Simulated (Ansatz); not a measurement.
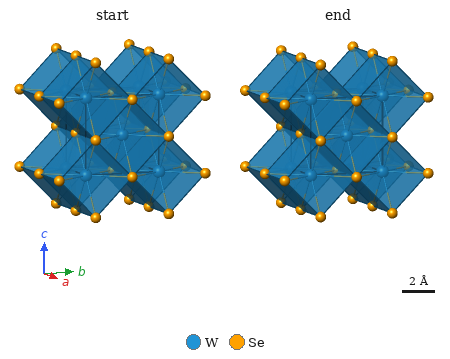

The structure of crystalline WSe (built on the CsCl (B2) type) before (left) and after (right) a relaxation, at one scale.

The picture is a polyhedral view of the reduced cell, seen slightly off an axis. Lengths and directions refer to the drawn axes.

Case: antiferromagnetic, doubled cell, propagation vector (0, 1/2, 1/2).

These are results of DFT r2SCAN+U, scalar-relativistic, plane waves, PAW in Ansatz, not measurements. Set-up: plane-wave cutoff 500 eV; k-point mesh 12 × 12 × 6; occupations gaussian; smearing width 0.1 eV; U W 6.2 eV; collinear spin; cell and atoms relaxed; force threshold 0.01 eV/Å; at most 60 steps.

Summarise the run.

Answer. The run was cut off at its time limit before the relaxation converged, so the last structure is only a point on the way. The atoms keep their places relative to the cell (all moves are under 0.005 Å). Cell: a 3.537 → 3.527 Å (−0.3 %), b = c 5.002 → 4.910 Å (−1.8 %). Volume −3.9 %. Near-neighbour distances that change, for instance: Se–W 3.063 → 3.023 Å. Within 0.06 Å the space group is Pm-3m at the start and Pm-3m at the end; at a tighter tolerance small leftover displacements or strains of the cell lower it. Over 2 geometry steps the energy falls by 9.0 meV per atom. All forces vanish by symmetry, so only the cell relaxes. The pressure goes from −2.76 to −0.14 GPa.
